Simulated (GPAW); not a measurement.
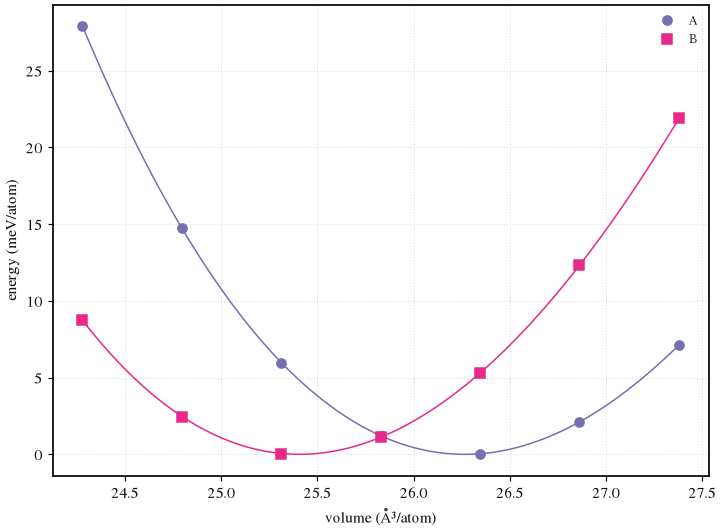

The plot gives the computed energy against volume, with one curve for each functional, for CaSe (space group Fm-3m). The labels are replaced by letters. In alphabetical order the cases are: PBEsol; r2SCAN.

Calculation (GPAW 26.7.0): PAW DFT in plane waves, on a grid or in atomic orbitals, no spin polarisation; energies at scaled volumes of the given cell, shape and fractions fixed, counted from the fit's minimum, third-order Birch-Murnaghan fit. All runs: no spin polarisation.

k mesh 8×8×8; occupations Fermi–Dirac; smearing width 0.05 eV; wave cutoff 600 eV.

**Which letter stands for which functional?**

A: r2SCAN; B: PBEsol.
